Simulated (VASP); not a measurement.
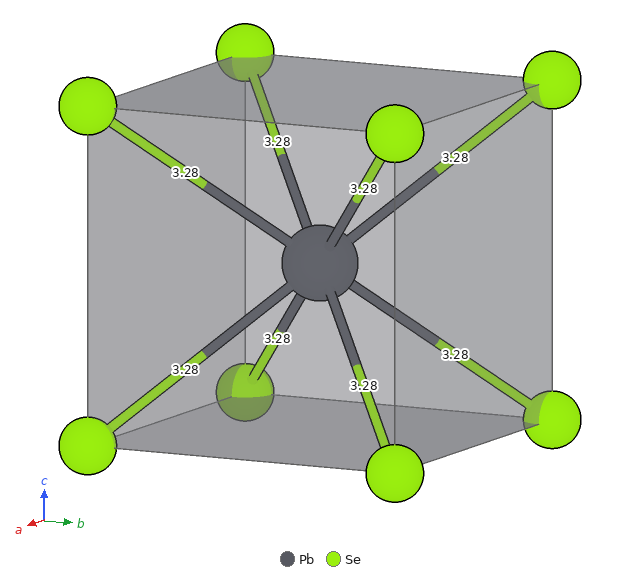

Coordination of Pb in PbSe (Pm-3m); bond lengths in Å. Continuous shape measures are computed against ideal polyhedra (0 is ideal; above about 3 the distortion is strong). Origin: a cell listed in the Materials Project, as set up for an electronic-structure calculation.

Name the coordination polyhedron and say how regular it is.

Answer. PbSe8: an essentially ideal cube (coordination number 8, S = 0.00; next best hexagonal bipyramid, S = 8.4).

Does the central atom sit at the centroid of its ligands?

Answer. Yes, to within 0.01 Å; the site symmetry is m-3m.
